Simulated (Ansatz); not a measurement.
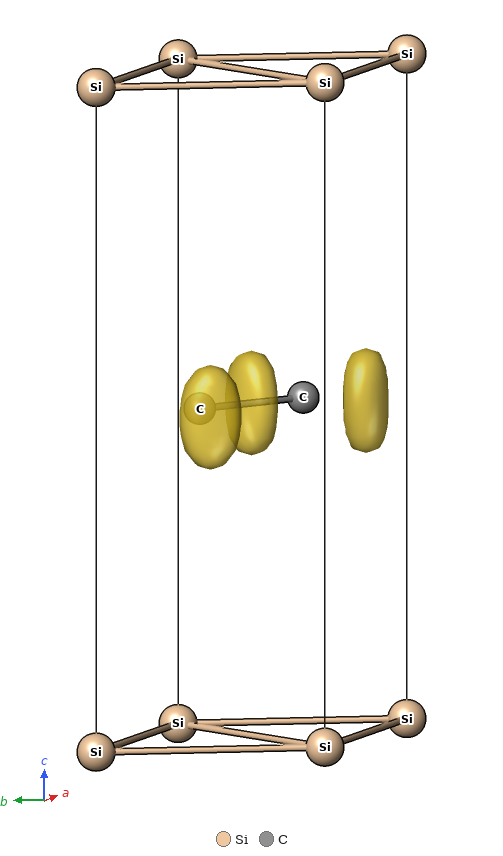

*SiC2. Isosurface of the electron localisation function at 0.85 (yellow), seen at an oblique angle. Core shells and regions of very low density are left out. Sticks mark near contacts.*

Space group P6/mmm; a structure generated by program, which may or may not match a known phase.

Computed with DFT PBE+D3(BJ), scalar-relativistic, plane waves, PAW in Ansatz.

### What do the ELF domains correspond to?

The ELF exceeds this value in three regions between bonded C–C atoms, counted in one cell of 3 atoms. Any copies at cell faces, edges or corners count once. Along the contacts the grid gives the following. C–C (1.42 Å): the ELF peaks at about 0.95 between the atoms. Si–Si (2.46 Å): the ELF peaks at about 0.70 between the atoms.

### Does the calculation give a band gap?

It is gapless in this calculation (a metal or semimetal).
